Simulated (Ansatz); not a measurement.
Run report: Al3Cu2, geometry relaxation (part 2 of 2)

The same run, continued: Al3Cu2 (P-3m1, 5 atoms in the cell); DFT PBEsol, scalar-relativistic, plane waves, PAW, no spin polarisation (Ansatz 0.2.0); cutoff 420 eV, 12×12×8 k-mesh, Gaussian smearing of 0.1 eV. The structure derives from a Materials Project entry.

Geometry of the input (Å; fractional positions):
```
4.0920  0.0000  0.0000
-2.0460  3.5437  0.0000
0.0000  0.0000  4.9928
Al 0.0000  0.0000  0.0000
Al 0.3333  0.6667  0.3499
Al 0.6667  0.3333  0.6501
Cu 0.3333  0.6667  0.8395
Cu 0.6667  0.3333  0.1605
```

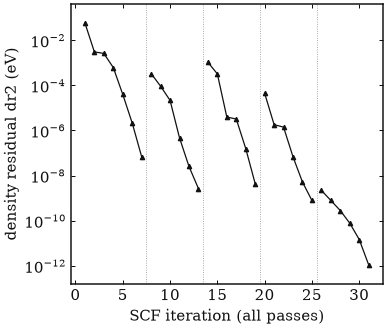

Convergence of the self-consistent field: density residual dr2 against the SCF iteration. The dotted lines part the SCF passes of the relaxation: geometry steps, rejected trials and re-solves on a re-selected basis. The 5 passes take 6 to 7 iterations each, 31 in all.

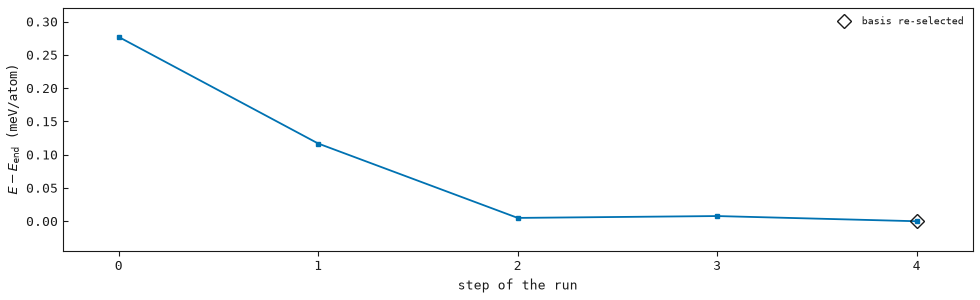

Progress of the relaxation, step by step (the first geometry is step 0 here and step 1 in the log). After 3 geometry steps the energy has fallen by 0.3 meV per atom. Largest force component: 0.062 eV/Å at the start, 0.0025 eV/Å at the end. The pressure goes from 0.13 to −0.03 GPa. The largest moves relative to the cell, 0.014 Å, are those of Cu4 and Cu5. By element the largest moves are Cu 0.014 Å, Al 0.008 Å. A last SCF at the same geometry on a re-selected plane-wave basis shifts the energy by next to nothing (0.0 meV per atom). (Atoms are counted from 1 in the order of the input.)

```
basis re-selected at this cell: Δ(F+E_penalty+E_count) = -3.857e-5 eV, ΔP = +0.000 GPa vs the last step (what re-selecting the basis moved, of the pressure what is left beyond the Pulay correction that the steps carried, after the strain that the cell walked since its last selection, with what the two solves' SCF thresholds leave and, on support functions, any second-order correction that the steps lacked; it is no measure of the basis error at this ecutwfc). This SCF's stress stands 3.94e-2 GPa from its target on what of the cell is left free (relax.cell.stress_tol is 5.00e-2 GPa) and its largest allowed force component is 2.53e-3 eV/Å (relax.f_tol is 5.00e-3 eV/Å): within both
SCF converged after 6 iterations
Free energy (F): -14752.041657 eV
Harris-Foulkes:  -14752.041657 eV  (|F-HF|=7.28e-12)
Internal energy: -14752.034792 eV  (E = F + TS)
E sigma→0 (E₀):  -14752.038225 eV
Entropy (-TS):   -0.006864 eV (-1.373 meV/atom)
Fermi energy:    11.267055 eV
--- Per-component energies (eV) ---
  E_band       = -932.196378
  E_kinetic    = 672.039974
  E_local      = -11633.543680  (includes V_loc(G=0)·N_el)
  E_nonlocal   = 803.086475
  E_hartree    = 5221.292845
  E_xc         = -299.330044
  E_vxc        = -322.392596  (∫ρ·V_xc dr)
  E_paw        = -4608.241646  (= ΣΔE_a)
  E_vpaw       = -893.972860  (= ΣTr[D̂ρ^β])
  E_aug_tail   = 0.000504  (compensation charges beyond the density's cutoff)
  E_ewald      = -4907.809042
  E_core_change = 0.469821  (= ΣΔE_core)
  E_smearing   = -0.006864  (= −TS)
  E_closure    = -0.000000  (closes the sum)
  Σ components = -14752.041657   (vs F -14752.041657, Δ=0.00e0)
--- Forces (eV/Å), atoms counted from 1 ---
  atom   1  Al    -0.00000000    -0.00000000     0.00000000
  atom   2  Al     0.00000000     0.00000000    -0.00252923
  atom   3  Al    -0.00000000     0.00000000     0.00252923
  atom   4  Cu     0.00000000     0.00000000     0.00029621
  atom   5  Cu     0.00000000     0.00000000    -0.00029621
  max |Σ_I F_I| component: 3.47e-18 eV/Å
--- Stress (GPa, compression-positive) ---
       -0.020939      -0.000000       0.000000
       -0.000000      -0.020939      -0.000000
       -0.000000      -0.000000      -0.039435
  P = ⅓ Tr σ = -0.0271 GPa (-0.271 kbar)
--- Band table (eV; the first three rows and the last of 131) ---
  k-point 0: bands = ["-102.7350", "-102.7336", "-60.2526", "-60.2466", "-60.2414", "-60.2414", "-60.2344", "-60.2344", "-0.0293", "4.8282", "5.3462", "5.9103", "5.9103", "6.2711", "6.2711", "6.7837", "6.7837", "7.1678", "7.1678", "7.6262", "7.6352", "11.0520", "11.0520", "12.6040", "12.6040", "13.7480", "14.1184", "16.5868", "16.5915"]
  k-point 1: bands = ["-102.7350", "-102.7336", "-60.2526", "-60.2466", "-60.2414", "-60.2414", "-60.2344", "-60.2344", "0.0596", "4.2508", "5.5745", "5.8973", "5.8973", "6.2630", "6.2630", "6.8049", "6.8049", "7.1284", "7.1676", "7.1676", "8.6591", "11.1534", "11.1534", "12.6540", "12.6540", "13.7697", "14.1714", "15.7546", "15.7546"]
  k-point 2: bands = ["-102.7350", "-102.7336", "-60.2526", "-60.2467", "-60.2414", "-60.2414", "-60.2344", "-60.2344", "0.3197", "3.3381", "5.7455", "5.8683", "5.8683", "6.2421", "6.2421", "6.8608", "6.8608", "6.9455", "7.1613", "7.1613", "10.1020", "11.4511", "11.4511", "12.7861", "12.7861", "13.8327", "14.3183", "14.7103", "14.7103"]
  k-point 130: bands = ["-102.7343", "-102.7343", "-60.2510", "-60.2510", "-60.2424", "-60.2366", "-60.2366", "-60.2335", "4.4284", "4.5549", "4.5549", "4.9629", "4.9629", "5.7978", "6.4780", "6.4780", "6.5004", "6.8683", "7.1294", "7.1294", "7.4304", "7.4902", "7.4902", "8.8534", "15.9805", "16.3929", "16.3929", "17.2978", "17.2978"]
--- Relaxed structure (4 steps of the walk, 4 accepted, 1 SCFs on fresh bases) ---
  F+E_penalty+E_count = -14752.04165674 eV   max|allowed force component| = 2.529e-3 eV/Å   (the final SCF, on the basis selected at the relaxed cell)
  cell:  # Å, volume = 72.4788 Å³
    - [4.098585597023424, 1.008459345004363e-33, -1.5671424236202659e-19]
    - [-2.049292798511712, 3.549479246607295, 7.835712118101504e-20]
    - [-1.9121426661496823e-19, -3.1530734928526226e-33, 4.982100842000211]
  atoms:
    - { symbol: Al, position: [3.8672049486802755e-35, 2.0380302674581254e-36, 0.0] }
    - { symbol: Al, position: [0.3333333333333333, 0.6666666666666666, 0.35150598947597217] }
    - { symbol: Al, position: [0.6666666666666666, 0.3333333333333333, 0.6484940105240277] }
    - { symbol: Cu, position: [0.3333333333333333, 0.6666666666666666, 0.842289995713014] }
    - { symbol: Cu, position: [0.6666666666666666, 0.3333333333333333, 0.15771000428698598] }
```

## Trajectory as extended XYZ (Å, eV, eV/Å), 5 frames, from step=1 to step=5
```
5
Lattice="4.0920 0.0000 0.0000 -2.0460 3.5437 0.0000 0.0000 0.0000 4.9928" Properties=species:S:1:pos:R:3:forces:R:3 step=1 energy=-14752.04027 pressure_GPa=0.13
Al    0.0000    0.0000    0.0000    0.0000   0.0000   0.0000
Al    0.0000    2.3625    1.7471    0.0000   0.0000   0.0272
Al    2.0460    1.1812    3.2457    0.0000   0.0000  -0.0272
Cu    0.0000    2.3625    4.1915    0.0000   0.0000   0.0621
Cu    2.0460    1.1812    0.8013    0.0000   0.0000  -0.0621
5
Lattice="4.0950 0.0000 0.0000 -2.0475 3.5464 0.0000 0.0000 0.0000 4.9888" Properties=species:S:1:pos:R:3:forces:R:3 step=2 energy=-14752.04107 pressure_GPa=0.04
Al    0.0000    0.0000    0.0000    0.0000   0.0000   0.0000
Al    0.0000    2.3643    1.7488    0.0000   0.0000   0.0112
Al    2.0475    1.1821    3.2400    0.0000   0.0000  -0.0112
Cu    0.0000    2.3643    4.1927    0.0000   0.0000   0.0447
Cu    2.0475    1.1821    0.7960    0.0000   0.0000  -0.0447
5
Lattice="4.0978 0.0000 0.0000 -2.0489 3.5488 0.0000 0.0000 0.0000 4.9804" Properties=species:S:1:pos:R:3:forces:R:3 step=3 energy=-14752.04163 pressure_GPa=0.06
Al    0.0000    0.0000    0.0000    0.0000   0.0000   0.0000
Al    0.0000    2.3659    1.7502    0.0000   0.0000   0.0052
Al    2.0489    1.1829    3.2302    0.0000   0.0000  -0.0052
Cu    0.0000    2.3659    4.1954    0.0000   0.0000  -0.0049
Cu    2.0489    1.1829    0.7850    0.0000   0.0000   0.0049
5
Lattice="4.0986 0.0000 0.0000 -2.0493 3.5495 0.0000 0.0000 0.0000 4.9821" Properties=species:S:1:pos:R:3:forces:R:3 step=4 energy=-14752.04162 pressure_GPa=-0.03
Al    0.0000    0.0000    0.0000    0.0000   0.0000   0.0000
Al    0.0000    2.3663    1.7512    0.0000   0.0000  -0.0025
Al    2.0493    1.1832    3.2309    0.0000   0.0000   0.0025
Cu    0.0000    2.3663    4.1964    0.0000   0.0000   0.0003
Cu    2.0493    1.1832    0.7857    0.0000   0.0000  -0.0003
5
Lattice="4.0986 0.0000 0.0000 -2.0493 3.5495 0.0000 0.0000 0.0000 4.9821" Properties=species:S:1:pos:R:3:forces:R:3 step=5 energy=-14752.04166 pressure_GPa=-0.03
Al    0.0000    0.0000    0.0000    0.0000   0.0000   0.0000
Al    0.0000    2.3663    1.7512    0.0000   0.0000  -0.0025
Al    2.0493    1.1832    3.2309    0.0000   0.0000   0.0025
Cu    0.0000    2.3663    4.1964    0.0000   0.0000   0.0003
Cu    2.0493    1.1832    0.7857    0.0000   0.0000  -0.0003
```
